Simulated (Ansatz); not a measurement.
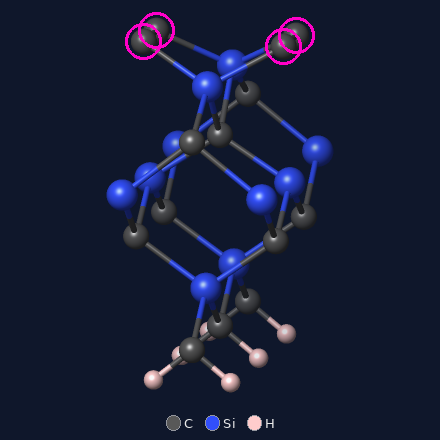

The system is a SiC(100) slab cut from the F-43m phase, its lower face capped with 4 H atoms (18 atoms in the cell); the picture shows the reference structure. 
- Two atoms of the surface dimers are held at set heights.
- The first coordinate is: height of C13 above its place in the flat dimer; the second: height of C14 above its place in the flat dimer.
- Relaxed at each point: all atoms of the upper layers, but for the two heights.
- The scan uses a 7 × 7 grid; 28 points were computed and 21 follow by symmetry.
- Points are written as (first, second).
- Energies: eV, counted from the lowest grid point.
- Theory: DFT LDA, scalar-relativistic, plane waves, PAW (Ansatz). Settings: cutoff 420 eV, k-mesh 4×8×1, gaussian smearing 0.05 eV, no spin polarisation.

Its coordinates:

```
CELL_PARAMETERS angstrom
6.12231 0.00000 0.00000
0.00000 3.06116 0.00000
0.00000 0.00000 19.99610
ATOMIC_POSITIONS crystal
C 0.50000 0.50000 0.23267
C 0.00000 0.50000 0.23267
Si 0.25000 0.50000 0.28679
Si 0.75000 0.50000 0.28679
C 0.75000 0.00000 0.34092
C 0.25000 0.00000 0.34092
Si 0.50000 0.00000 0.39135
Si 0.00000 0.00000 0.39925
C 0.00000 0.50000 0.45920
C 0.50000 0.50000 0.44084
Si 0.72385 0.50000 0.50528
Si 0.27615 0.50000 0.50528
C 0.38782 0.00000 0.54598
C 0.61218 0.00000 0.54598
H 0.50000 0.22367 0.19876
H 0.50000 0.77633 0.19876
H 0.00000 0.77598 0.19864
H 0.00000 0.22402 0.19864
```

Range: height of C13 above its place in the flat dimer from −0.431 to 0.417 Å; height of C14 above its place in the flat dimer from −0.431 to 0.417 Å.

### What will the energy surface look like?

The lowest grid point is at (0.000 Å, 0.000 Å). It is the only kind of minimum in the scanned range. The highest grid point, (−0.431 Å, 0.417 Å), lies 2.20 eV above the lowest. Round the minimum the valley is somewhat tilted: raising the first coordinate shifts the best value of the second coordinate upwards (coupling k₁₂/√(k₁₁k₂₂) about −0.4).

| second ↓, first → | −0.431 | −0.292 | −0.146 | 0.000 | 0.139 | 0.278 | 0.417 |
| --- | --- | --- | --- | --- | --- | --- | --- |
| 0.417 | 2.20 | 1.53 | 1.01 | 0.67 | 0.52 | 0.53 | 0.69 |
| 0.278 | 1.56 | 0.98 | 0.56 | 0.31 | 0.23 | 0.31 | 0.53 |
| 0.139 | 1.08 | 0.59 | 0.24 | 0.08 | 0.08 | 0.23 | 0.52 |
| 0.000 | 0.76 | 0.35 | 0.09 | 0.00 | 0.08 | 0.31 | 0.67 |
| −0.146 | 0.61 | 0.27 | 0.09 | 0.09 | 0.24 | 0.56 | 1.01 |
| −0.292 | 0.63 | 0.37 | 0.27 | 0.35 | 0.59 | 0.98 | 1.53 |
| −0.431 | 0.82 | 0.63 | 0.61 | 0.76 | 1.08 | 1.56 | 2.20 |

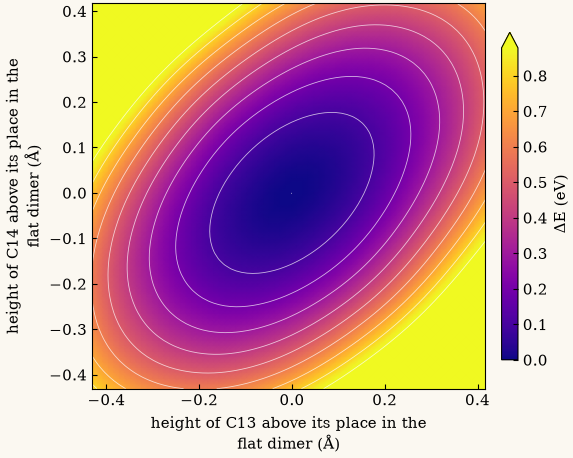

Drawn: a smooth colour map with a few white contour lines, one colour for all values above the top of the scale. Between grid points the surface is interpolated.

Each point was launched as `ansatz run input.yaml --threads 4 --pin off --max-ram 12288MiB --backend cpu --events-out ev --progress --plain --runs-dir out`. Time for the 28 points that were run: 15 min on 4 threads of Arm Neoverse V2, on a shared host.
